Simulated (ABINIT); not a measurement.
**Single-point calculation, with input and output: C**

- system: C (4 atoms in the cell)
- method: Kohn-Sham DFT of a periodic cell, LDA, PseudoDojo NC SR LDA v0.4.1 standard, no spin polarisation (ABINIT 10.8.3)

The structure derives from a Materials Project entry.

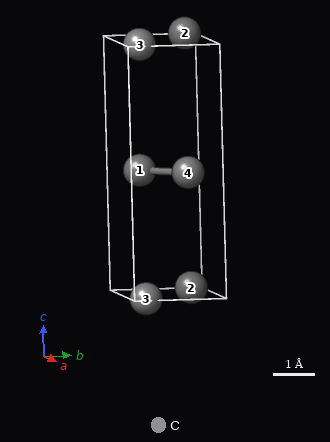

*The structure (ball-and-stick view of the cell of the calculation, seen slightly off an axis; atoms are numbered from 1 in the order of the input). An atom can appear more than once, as a periodic image.*

Input:
```
pp_dirpath "./"
pseudos "C.upf"

acell 4.0155012085 5.0997487861 11.9946531638
rprim
    -0.8234765969     0.5658234048    -0.0415952996
     0.7636330746     0.6451043843    -0.0265492141
     0.0601724897    -0.1473669665    -0.9872498411
ntypat 1
znucl 6
natom 4
typat 1 1 1 1
xred
     0.1633540000     0.3119370000     0.4744390000
     0.1327820000     0.8493620000     1.0069840000
     0.8084280000     0.1768960000    -0.0011860000
     0.8583170000     0.6574080000     0.4927370000
chkprim 0
chksymtnons 0
tolsym 1.0e-6

ecut 843.552974 eV

kptopt 1
ngkpt 10 8 3
nshiftk 1
shiftk 0.0 0.0 0.0

ixc 7

nband 12
occopt 3
tsmear 0.00183747

nstep 100
tolvrs 1.0e-10

iomode 3
prtwf 0
prteig 0
prtebands 0
prtden 1
prtvha 1
prtvclmb 1
prtpot 1
prtelf 1
```

Run on 1 thread of Arm Neoverse V1, 112 GiB of memory available, shared host.

Command:
```bash
abinit run.abi > log 2>&1
```

Output:
```
.Version 10.8.3 of ABINIT
 Symmetries : space group P1 (#  1); Bravais aP (primitive triclinic)
================================================================================
 Values of the parameters that define the memory need of the present run
     intxc =       0    ionmov =       0      iscf =       7    lmnmax =       4
     lnmax =       4     mgfft =      64  mpssoang =       2    mqgrid =    3001
     natom =       4  nloc_mem =       1    nspden =       1   nspinor =       1
    nsppol =       1      nsym =       1    n1xccc =    2501    ntypat =       1
    occopt =       3   xclevel =       1
       mpw =        1973          nfft =       41472          nkpt =         122
================================================================================
================================================================================

--------------------------------------------------------------------------------
------------- Echo of variables that govern the present computation ------------
--------------------------------------------------------------------------------
 -outvars: echo values of preprocessed input variables --------
            acell      4.0155012085E+00  5.0997487861E+00  1.1994653164E+01 Bohr
              amu      1.20110000E+01
          chkprim           0
      chksymtnons           0
             ecut      3.10000000E+01 Hartree
                       outvar_i_n : Printing only first  50 k-points.
              ixc           7
                       outvar_i_n : Printing only first  50 k-points.
         kptrlatt       10    0    0      0    8    0      0    0    3
          kptrlen      3.59839595E+01
            natom           4
            nband          12
            ngfft          24      27      64
             nkpt         122
            nstep         100
             nsym           1
           ntypat           1
                       prtocc : prtvol=0, do not print more k-points.
           occopt           3
        prtebands           0
           prteig           0
           prtelf           1
           prtpot           1
         prtvclmb           1
           prtvha           1
            prtwf           0
            rprim     -8.2347659690E-01  5.6582340480E-01 -4.1595299600E-02
                       7.6363307460E-01  6.4510438430E-01 -2.6549214100E-02
                       6.0172489700E-02 -1.4736696650E-01 -9.8724984110E-01
          spgroup           1
           tolsym      1.00000000E-06
           tolvrs      1.00000000E-10
           tsmear      1.83747000E-03 Hartree
            typat      1  1  1  1
                       outvars : Printing only first  50 k-points.
           xangst      5.3820245567E-01  2.9568163216E-01 -3.0097971905E+00
                       1.9026165171E+00  6.9640748404E-01 -6.3827232257E+00
                      -1.0505062067E+00  1.2810649482E+00 -7.6696251586E-02
                       4.1078993623E-02  1.7155761457E+00 -3.2106365937E+00
            xcart      1.0170552415E+00  5.5875730525E-01 -5.6876923846E+00
                       3.5954241399E+00  1.3160194169E+00 -1.2061598834E+01
                      -1.9851690242E+00  2.4208619017E+00 -1.4493491038E-01
                       7.7628047475E-02  3.2419690636E+00 -6.0672238520E+00
             xred      1.6335400000E-01  3.1193700000E-01  4.7443900000E-01
                       1.3278200000E-01  8.4936200000E-01  1.0069840000E+00
                       8.0842800000E-01  1.7689600000E-01 -1.1860000000E-03
                       8.5831700000E-01  6.5740800000E-01  4.9273700000E-01
            znucl        6.00000

================================================================================

 chkinp: Checking input parameters for consistency.

================================================================================
== DATASET  1 ==================================================================

--- !DatasetInfo
iteration_state: {dtset: 1, }
dimensions: {natom: 4, nkpt: 122, mband: 12, nsppol: 1, nspinor: 1, nspden: 1, mpw: 1973, }
cutoff_energies: {ecut:  31.0, pawecutdg:  -1.0, }
electrons: {nelect:   1.60000000E+01, charge:   0.00000000E+00, occopt:   3.00000000E+00, tsmear:   1.83747000E-03, }
meta: {optdriver: 0, ionmov: 0, optcell: 0, iscf: 7, paral_kgb: 0, }
...

 Exchange-correlation functional for the present dataset will be:
  LDA: Perdew-Wang 92 LSD fit to Ceperley-Alder data - ixc=7
  J.P.Perdew and Y.Wang, PRB 45, 13244 (1992)

 Real(R)+Recip(G) space primitive vectors, cartesian coordinates (Bohr,Bohr^-1):
 R(1)= -3.3066713  2.2720646 -0.1670260  G(1)= -0.1662908  0.1952280 -0.0392771
 R(2)=  3.8943368  3.2898703 -0.1353943  G(2)=  0.1153958  0.1666310 -0.0178397
 R(3)=  0.7217481 -1.7676157-11.8417194  G(3)=  0.0010261 -0.0046589 -0.0836892
 Unit cell volume ucvol=  2.3571379E+02 bohr^3
 Angles (23,13,12)=  9.13125701E+01  9.52711593E+01  1.05231191E+02 degrees

 getcut: wavevector=  0.0000  0.0000  0.0000  ngfft=  24  27  64
         ecut(hartree)=     31.000   => boxcut(ratio)=   2.03531

--- Pseudopotential description ------------------------------------------------
- pspini: atom type   1  psp file is ./C.upf
12 -1012 1 -1 1234                            pspcod,pspxc,lmax,lloc,mmax
     nproj     2     2

   2.78465922E+02                                ecore*ucvol(ha*bohr**3)
--------------------------------------------------------------------------------

================================================================================

--- !BeginCycle
iteration_state: {dtset: 1, }
solver: {iscf: 7, nstep: 100, nline: 4, wfoptalg: 0, }
tolerances: {tolvrs: 1.00E-10, }
...

     iter   Etot(hartree)      deltaE(h)  residm     vres2
 ETOT  1  -23.773442967933    -2.377E+01 1.277E-01 3.720E+02
 ETOT  2  -23.858137037946    -8.469E-02 3.082E-02 1.019E+01
 ETOT  3  -23.859703710845    -1.567E-03 6.311E-03 1.751E+00
 ETOT  4  -23.859816194952    -1.125E-04 5.040E-03 1.857E-01
 ETOT  5  -23.859827125921    -1.093E-05 2.610E-03 1.689E-02
 ETOT  6  -23.859831590206    -4.464E-06 2.383E-03 7.858E-03
 ETOT  7  -23.859832724435    -1.134E-06 2.394E-03 1.834E-04
 ETOT  8  -23.859832717557     6.877E-09 1.914E-03 8.656E-05
 ETOT  9  -23.859832739431    -2.187E-08 5.113E-03 8.312E-07
 ETOT 10  -23.859832739580    -1.490E-10 2.238E-03 4.196E-08
 ETOT 11  -23.859832739582    -2.551E-12 2.975E-03 3.267E-09
 ETOT 12  -23.859832739582     1.990E-13 6.787E-04 1.881E-10
 ETOT 13  -23.859832739582    -2.487E-13 6.691E-04 3.979E-12

 At SCF step   13       vres2   =  3.98E-12 < tolvrs=  1.00E-10 =>converged.

 Compute ELF
--------------------------------------------------------------------------------

 Compute kinetic energy density

 Compute gradient of the electron density
 Electron Localization Function (ELF) [min:0;max:1]
)     Maximum=    9.3589E-01  at reduced coord.    0.9583    0.5185    0.0000
)     Minimum=    1.5455E-05  at reduced coord.    0.1250    0.8519    0.0000
   Integrated=    8.7007E+01

--------------------------------------------------------------------------------
 End of ELF section

 Cartesian components of stress tensor (hartree/bohr^3)
  sigma(1 1)= -4.16698069E-03  sigma(3 2)= -1.96070615E-04
  sigma(2 2)=  3.60490937E-03  sigma(3 1)= -1.82840843E-04
  sigma(3 3)=  1.06355683E-04  sigma(2 1)=  3.17325300E-03

--- !ResultsGS
iteration_state: {dtset: 1, }
comment   : Summary of ground state results
lattice_vectors:
- [ -3.3066713,   2.2720646,  -0.1670260, ]
- [  3.8943368,   3.2898703,  -0.1353943, ]
- [  0.7217481,  -1.7676157, -11.8417194, ]
lattice_lengths: [   4.01550,    5.09975,   11.99465, ]
lattice_angles: [ 91.313,  95.271, 105.231, ] # degrees, (23, 13, 12)
lattice_volume:   2.3571379E+02
convergence: {deltae: -2.487E-13, res2:  3.979E-12, residm:  6.691E-04, diffor: null, }
etotal    :  -2.38598327E+01
entropy   :   0.00000000E+00
fermie    :   2.05928932E-01
cartesian_stress_tensor: # hartree/bohr^3
- [ -4.16698069E-03,   3.17325300E-03,  -1.82840843E-04, ]
- [  3.17325300E-03,   3.60490937E-03,  -1.96070615E-04, ]
- [ -1.82840843E-04,  -1.96070615E-04,   1.06355683E-04, ]
pressure_GPa:   4.4692E+00
xred      :
- [  1.6335E-01,   3.1194E-01,   4.7444E-01,  C]
- [  1.3278E-01,   8.4936E-01,   1.0070E+00,  C]
- [  8.0843E-01,   1.7690E-01,  -1.1860E-03,  C]
- [  8.5832E-01,   6.5741E-01,   4.9274E-01,  C]
cartesian_forces: # hartree/bohr
- [ -5.37681378E-02,   4.00504834E-02,  -3.18648242E-02, ]
- [ -8.24921828E-02,   2.79632530E-02,   1.17962362E-02, ]
- [  8.19750635E-02,  -2.79108927E-02,  -8.67839321E-03, ]
- [  5.42852571E-02,  -4.01028437E-02,   2.87469811E-02, ]
force_length_stats: {min:   7.33588177E-02, max:   8.78979802E-02, mean:   8.06297842E-02, }
...

 Integrated electronic density in atomic spheres:
 ------------------------------------------------
 Atom  Sphere_radius  Integrated_density
    1        2.00000          4.58997316
    2        2.00000          4.65764395
    3        2.00000          4.65777225
    4        2.00000          4.58191526
================================================================================

 ----iterations are completed or convergence reached----

 Mean square residual over all n,k,spin=   46.655E-08; max=  66.909E-05
 reduced coordinates (array xred) for    4 atoms
       0.163354000000      0.311937000000      0.474439000000
       0.132782000000      0.849362000000      1.006984000000
       0.808428000000      0.176896000000     -0.001186000000
       0.858317000000      0.657408000000      0.492737000000
 rms dE/dt=  2.4521E-01; max dE/dt=  3.3303E-01; dE/dt below (all hartree)
    1      -0.274113092646      0.073316028237     -0.267733391320
    2      -0.334338567876      0.230854014836      0.248654584515
    3       0.333030421958     -0.228590297841     -0.211268177271
    4       0.275421244054     -0.075579743864      0.230346988215

 cartesian coordinates (angstrom) at end:
    1      0.53820245567269     0.29568163216306    -3.00979719054015
    2      1.90261651709722     0.69640748404403    -6.38272322571633
    3     -1.05050620668964     1.28106494823267    -0.07669625158585
    4      0.04107899362291     1.71557614572372    -3.21063659372216

 cartesian forces (hartree/bohr) at end:
    1     -0.05376813778710     0.04005048341405    -0.03186482415398
    2     -0.08249218276196     0.02796325304092     0.01179623624587
    3      0.08197506348406    -0.02791089274254    -0.00867839321381
    4      0.05428525706501    -0.04010284371243     0.02874698112192
 frms,max,avg= 4.6719228E-02 8.2492183E-02   1.877E-10 -3.201E-10  1.466E-10 h/b

 cartesian forces (eV/Angstrom) at end:
    1     -2.76486881123977     2.05947866197318    -1.63855513887818
    2     -4.24191859113179     1.43792828570272     0.60658685661297
    3      4.21532724871211    -1.43523581090446    -0.44626092172914
    4      2.79146015365945    -2.06217113677144     1.47822920399435
 frms,max,avg= 2.4023993E+00 4.2419186E+00   9.651E-09 -1.646E-08  7.538E-09 e/A
 length scales=  4.015501208500  5.099748786100 11.994653163800 bohr
              =  2.124911728450  2.698670837104  6.347297102662 angstroms
 Fermi (or HOMO) energy (hartree) =   0.20593   Average Vxc (hartree)=  -0.40812
 Eigenvalues (hartree) for nkpt= 122  k points:
 kpt#   1, nband= 12, wtk=  0.00417, kpt=  0.0000  0.0000  0.0000 (reduced coord)
  -0.52804   -0.50966   -0.13449   -0.03200   -0.01281    0.00282    0.18018    0.20308
   0.20638    0.22508    0.35465    0.49481
      occupation numbers for kpt#   1
   2.00000    2.00000    2.00000    2.00000    2.00000    2.00000    2.00000    1.64942
   0.87687    0.00006    0.00000    0.00000
 prteigrs : prtvol=0 or 1, do not print more k-points.

--- !EnergyTerms
iteration_state     : {dtset: 1, }
comment             : Components of total free energy in Hartree
kinetic             :  1.69035624271578E+01
hartree             :  5.84313333191186E+00
xc                  : -8.47827354604845E+00
Ewald energy        : -1.79370381642261E+01
psp_core            :  1.18137305534737E+00
local_psp           : -2.00998069472162E+01
non_local_psp       : -1.27271282220002E+00
internal            : -2.38597626652737E+01
'-kT*entropy'       : -7.00743087400013E-05
total_energy        : -2.38598327395825E+01
total_energy_eV     : -6.49259124441282E+02
band_energy         : -2.08722708924714E+00
...

 Cartesian components of stress tensor (hartree/bohr^3)
  sigma(1 1)= -4.16698069E-03  sigma(3 2)= -1.96070615E-04
  sigma(2 2)=  3.60490937E-03  sigma(3 1)= -1.82840843E-04
  sigma(3 3)=  1.06355683E-04  sigma(2 1)=  3.17325300E-03

-Cartesian components of stress tensor (GPa)         [Pressure=  4.4692E+00 GPa]
- sigma(1 1)= -1.22596805E+02  sigma(3 2)= -5.76859664E+00
- sigma(2 2)=  1.06060095E+02  sigma(3 1)= -5.37936334E+00
- sigma(3 3)=  3.12909224E+00  sigma(2 1)=  9.33603264E+01

== END DATASET(S) ==============================================================
================================================================================

 -outvars: echo values of variables after computation  --------
            acell      4.0155012085E+00  5.0997487861E+00  1.1994653164E+01 Bohr
           etotal     -2.3859832740E+01
            fcart     -5.3768137787E-02  4.0050483414E-02 -3.1864824154E-02
                      -8.2492182762E-02  2.7963253041E-02  1.1796236246E-02
                       8.1975063484E-02 -2.7910892743E-02 -8.6783932138E-03
                       5.4285257065E-02 -4.0102843712E-02  2.8746981122E-02
            rprim     -8.2347659690E-01  5.6582340480E-01 -4.1595299600E-02
                       7.6363307460E-01  6.4510438430E-01 -2.6549214100E-02
                       6.0172489700E-02 -1.4736696650E-01 -9.8724984110E-01
           strten     -4.1669806945E-03  3.6049093666E-03  1.0635568334E-04
                      -1.9607061453E-04 -1.8284084348E-04  3.1732529954E-03
           xangst      5.3820245567E-01  2.9568163216E-01 -3.0097971905E+00
                       1.9026165171E+00  6.9640748404E-01 -6.3827232257E+00
                      -1.0505062067E+00  1.2810649482E+00 -7.6696251586E-02
                       4.1078993623E-02  1.7155761457E+00 -3.2106365937E+00
             xred      1.6335400000E-01  3.1193700000E-01  4.7443900000E-01
                       1.3278200000E-01  8.4936200000E-01  1.0069840000E+00
                       8.0842800000E-01  1.7689600000E-01 -1.1860000000E-03
                       8.5831700000E-01  6.5740800000E-01  4.9273700000E-01
 Calculation completed.
```

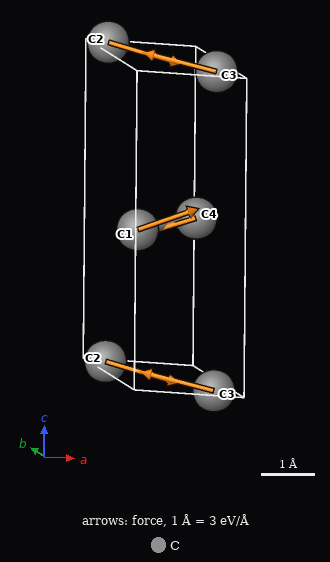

*Forces on the atoms as orange arrows (ball-and-stick view of the cell of the calculation, seen slightly off an axis; atoms are numbered from 1 in the order of the input).*

The largest act on C2 (4.52 eV/Å); C3 (4.48 eV/Å); C1 (3.82 eV/Å); C4 (3.77 eV/Å). The geometry is not a stationary point of this energy.

Summary:

```tsv
quantity	value
outcome	converged
space group (tolerance 0.01 Å)	P1 (1)
electrons treated	16
free energy	−649.2591 eV
Fermi energy	5.604 eV
gap on the k-point mesh	0.07 eV
pressure	4.47 GPa
largest force (length of the vector)	4.520 eV/Å
wall time	99 s
peak memory	0.1 GiB
```

Points of doubt noted for this run: cutoff too low for stress.
